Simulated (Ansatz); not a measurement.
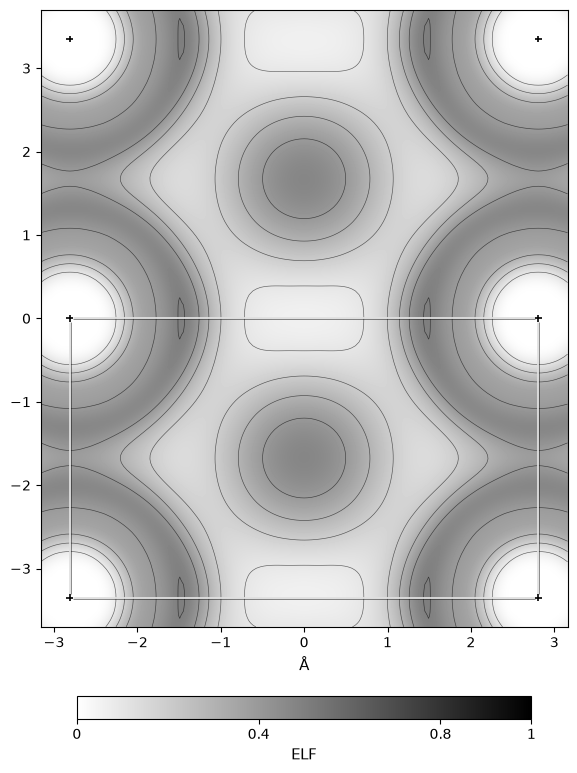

The electron localisation function on a plane through atoms (crosses mark nuclei in the plane).

All numbers below come from DFT, RPBE, plane waves (420 eV) with PAW, scalar-relativistic (Ansatz 0.2.0).

Candidates:
A. Sb, a = 5.62 Å, b = 5.62 Å, c = 3.35 Å, α = 90.00°, β = 90.00°, γ = 120.00°. Space group P6/mmm; set up as Sb, omega (AlB2-type); a generated structure, not necessarily the stable one; changed on purpose from its base cell (volume × 1.08); computed pressure about −4 GPa in this cell; computed without spin polarisation.
B. Co, a = 2.41 Å, b = 2.41 Å, c = 7.83 Å, α = 90.00°, β = 90.00°, γ = 120.00°. Space group P6₃/mmc; set up as Co, dhcp; a generated structure, not necessarily the stable one; changed on purpose from its base cell (volume × 0.88); computed pressure about 33 GPa in this cell; spin-polarised.
C. Ni, a = 2.32 Å, b = 2.32 Å, c = 2.32 Å, α = 90.00°, β = 90.00°, γ = 90.00°. Space group Pm-3m; set up as Ni, simple cubic; a generated structure, not necessarily the stable one; changed on purpose from its base cell (volume × 0.96); computed pressure about 6 GPa in this cell; spin-polarised.

**Which candidate gave the map?**

Candidate A: Sb on the (100) plane of the conventional cell, which holds Sb. Sb–Sb (3.35 Å): the ELF is about 0.40 at the midpoint.
